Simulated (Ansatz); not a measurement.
# Calculations on SiO2

### Relaxation

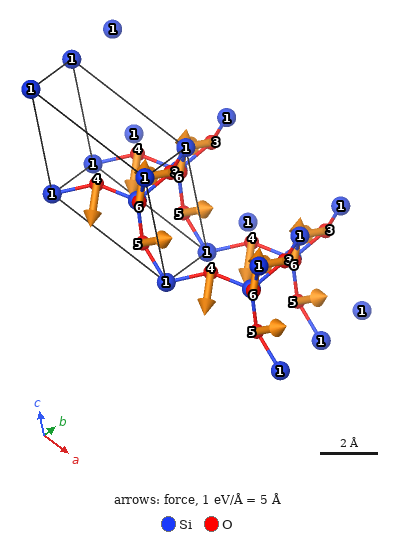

Starting geometry of solid SiO$_{2}$ (set up in I-42d) with the computed forces as orange arrows. A ball-and-stick model of the cell of the calculation, repeated 2 × 2 × 1 with one cell outlined, seen slightly off an axis.

Case: volume × 1.03, shape and atoms relaxed.

Level of theory: DFT r2SCAN, scalar-relativistic, plane waves, PAW (Ansatz).

Input
```yaml
crystal:
  lattice:
    - [-2.4977337373, 2.4977337373, 3.692561109]
    - [2.4977337373, -2.4977337373, 3.692561109]
    - [2.4977337373, 2.4977337373, -3.692561109]
  atoms:
    - { symbol: Si, position: [0.0, 0.0, 0.0] }
    - { symbol: Si, position: [0.75, 0.25, 0.5] }
    - { symbol: O, position: [0.9731664989, 0.625, 0.8481664989] }
    - { symbol: O, position: [0.375, 0.2231664989, 0.3481664989] }
    - { symbol: O, position: [0.7768335011, 0.125, 0.1518335011] }
    - { symbol: O, position: [0.875, 0.0268335011, 0.6518335011] }
basis:
  ecutwfc: 500
kpoints:
  mp_grid: { grid: [8, 8, 8] }
hamiltonian:
  xc: r2scan
scf:
  occupations: { method: gaussian, width: 0.02 }
output:
  forces: true
  stress: true
  eigenvalues: true
relax:
  adjacent_minimum: "off"
  f_tol: 0.01
  max_steps: 30
  cell: { stress_tol: 0.1, fix: [volume] }
```

Command:
```bash
ansatz run input.yaml --threads 1 --pin off --max-ram 2560MiB --backend cpu --events-out ev --progress --plain --runs-dir out
```

**What follows when this structure is relaxed?**

It isn't relaxed: the largest force vector, on O atoms, is 0.32 eV/Å. The atoms end up moving mostly along the starting forces (cosine between the two patterns 1.00). The largest moves relative to the cell, 0.056 Å, are those of O3, O4, O5 and O6. O6 goes along [0 1 1]. Si stays in place. The drawn cell changes at constant volume: a = b = c 5.110 → 5.100 Å (−0.2 %), α 121.5° → 121.1°, β 121.5° → 121.1°, γ 87.5° → 88.1°. Among the contacts that change: Si1–O3 1.629 → 1.613 Å. Bond angles that change, for instance: Si1–O6–Si2 145.0° → 148.6°. The space group stays I-42d (No. 122). After 3 accepted moves (4 points after the start) the energy has fallen by 5.8 meV per atom. Largest force component: 0.32 eV/Å at the start, 0.0025 eV/Å at the end. Pressure: −4.72 GPa at the start and −0.69 GPa at the end. At 1 point the geometry stayed and the basis and grid were re-selected for the new cell (energy shift of less than 0.05 meV per atom at most each time). Cost: 2.5 min on 1 thread of Arm Neoverse V1, with other jobs on the host, peak memory 0.62 GiB.

### Relaxation

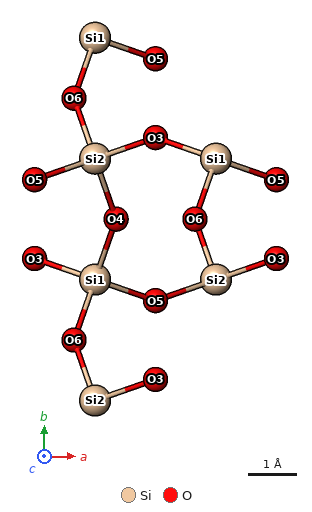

This is the input geometry for a relaxation of solid SiO$_{2}$ (set up in I-42d). A ball-and-stick model of the atoms within 4.2 Å of the atom that moves most (axes of the conventional cell (2 times the calculation's cell)), seen along the c axis. Lengths and directions refer to the drawn axes.

Case: volume × 1.06, shape and atoms relaxed.

Theory: DFT r2SCAN, scalar-relativistic, plane waves, PAW (Ansatz).

The input:
```yaml
crystal:
  lattice:
    - [-2.5306777837, 2.5306777837, 3.7018166696]
    - [2.5306777837, -2.5306777837, 3.7018166696]
    - [2.5306777837, 2.5306777837, -3.7018166696]
  atoms:
    - { symbol: Si, position: [0.0, 0.0, 0.0] }
    - { symbol: Si, position: [0.75, 0.25, 0.5] }
    - { symbol: O, position: [0.9620318057, 0.625, 0.8370318057] }
    - { symbol: O, position: [0.375, 0.2120318057, 0.3370318057] }
    - { symbol: O, position: [0.7879681943, 0.125, 0.1629681943] }
    - { symbol: O, position: [0.875, 0.0379681943, 0.6629681943] }
basis:
  ecutwfc: 500
kpoints:
  mp_grid: { grid: [8, 8, 8] }
hamiltonian:
  xc: r2scan
scf:
  occupations: { method: gaussian, width: 0.02 }
output:
  forces: true
  stress: true
  eigenvalues: true
relax:
  adjacent_minimum: "off"
  f_tol: 0.01
  max_steps: 30
  cell: { stress_tol: 0.1, fix: [volume] }
```

Run as
```bash
ansatz run input.yaml --threads 1 --pin off --max-ram 2560MiB --backend cpu --events-out ev --progress --plain --runs-dir out
```

**What does the optimiser find from here?**

After 3 accepted moves (4 points after the start) the energy has fallen by 5.6 meV per atom. The largest force component goes from 0.28 to 0.00057 eV/Å. The pressure goes from −5.12 to −1.25 GPa. The SCF was repeated once at an unchanged geometry on a basis and grid sized afresh for the cell, which shifted the energy by less than 0.05 meV per atom at most. The largest moves relative to the cell, 0.062 Å, are those of O3, O4, O5 and O6. O4 goes along −a. Si stays in place. The drawn cell changes at constant volume: a = b 5.061 → 5.077 Å (+0.3 %), c 7.404 → 7.359 Å (−0.6 %). Among the contacts that change: Si1–O3 1.628 → 1.613 Å. Among the angles between lasting bonds that change: Si1–O6–Si2 148.6° → 152.8°. The space group stays I-42d (No. 122). The run took 2.5 min on 1 thread of Arm Neoverse V1, with other jobs on the host, peak memory 0.62 GiB.

After the run, drawn alike:

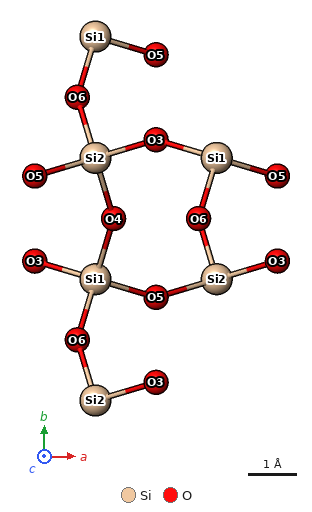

### A change

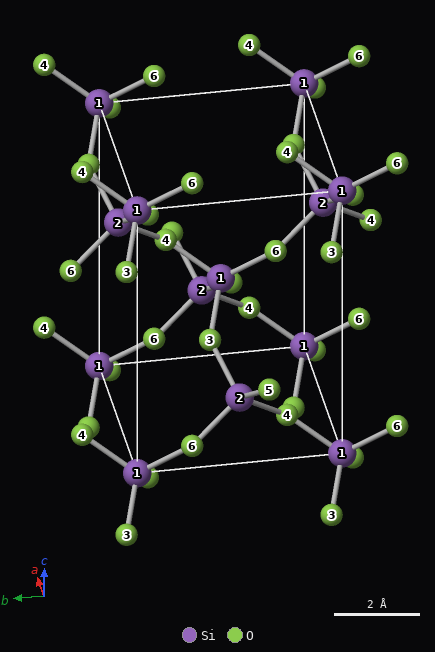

Reference structure: crystalline SiO2 (set up in I-42d). Style: ball-and-stick. Shown: the conventional cell (2 times the calculation's cell), from a free direction. Lengths and directions refer to the drawn axes.

The calculation used DFT r2SCAN, scalar-relativistic, plane waves, PAW in Ansatz 0.2.0. Set-up: plane-wave cutoff 500 eV; k-point mesh 8 × 8 × 8; occupations gaussian; smearing width 0.02 eV; no spin polarisation.

Change: The volume is changed by +6.0 %. The cell's shape and the atoms are relaxed at that volume.

What is the effect?

Answer. The volume changes by +6.0 %, with a = b 4.946 → 5.077 Å (+2.6 %), c 7.313 → 7.359 Å (+0.6 %). The largest moves relative to the cell, 0.12 Å, are those of O3, O4, O5 and O6. O6 goes along +a. Si stays in place. The space group stays I-42d (No. 122). The energy rises by 3.6 meV per atom. The pressure goes from 0.0 to −1.2 GPa.

Drawn alike, the variant:

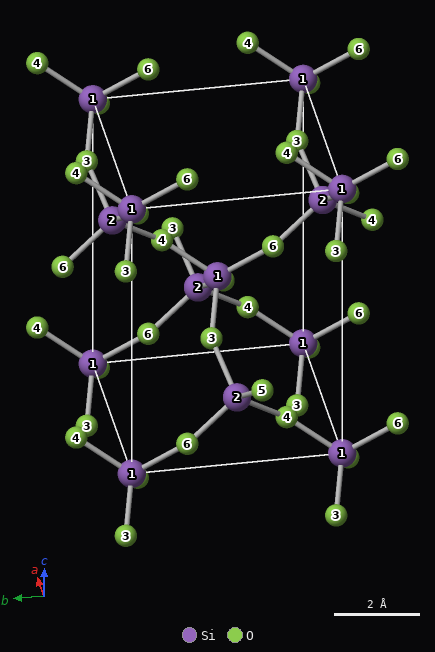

### A change

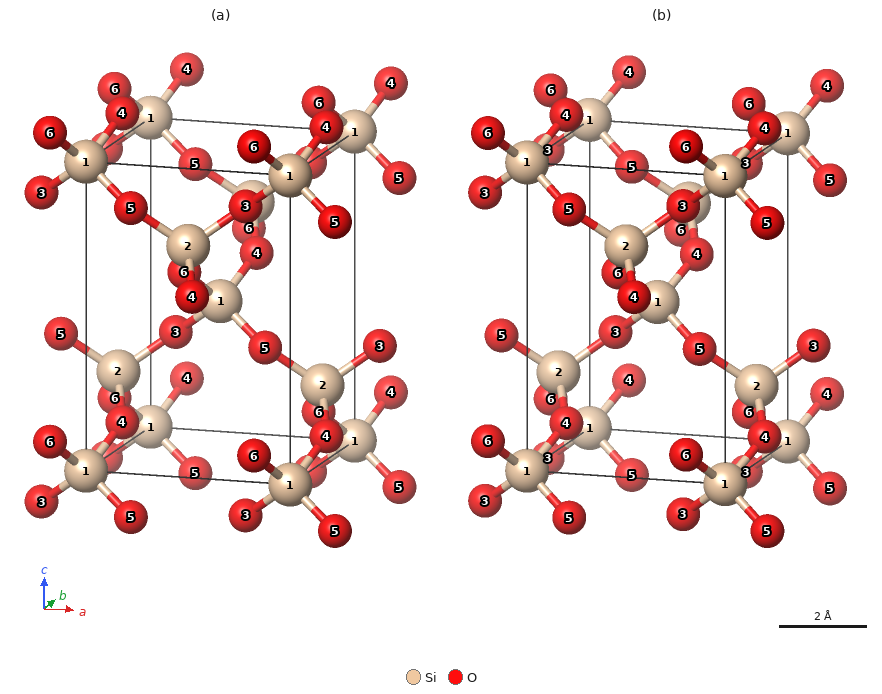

Left: a crystal of SiO₂ (set up in I-42d). Right: the same structure after one change, at the same scale. A ball-and-stick model of the conventional cell (2 times the calculation's cell), seen slightly off an axis. Lengths and directions refer to the drawn axes.

The calculation used Ansatz, DFT r2SCAN, scalar-relativistic, plane waves, PAW. Set-up: plane-wave cutoff 500 eV; k-point mesh 8 × 8 × 8; occupations gaussian; smearing width 0.02 eV; no spin polarisation.

### What distinguishes the right structure from the left one?

The volume is changed by −6.0 %. The cell's shape and the atoms are relaxed at that volume.

### What does the change do?

Cell: a = b 4.946 → 4.802 Å (−2.9 %), c 7.313 → 7.294 Å (−0.3 %). Volume −6.0 %. The largest moves relative to the cell, 0.100 Å, are those of O3, O4, O5 and O6. O5 goes along −b. Si stays in place. The space group stays I-42d (No. 122). It costs 4.2 meV per atom. Pressure: 0.0 GPa before, 1.5 GPa after.
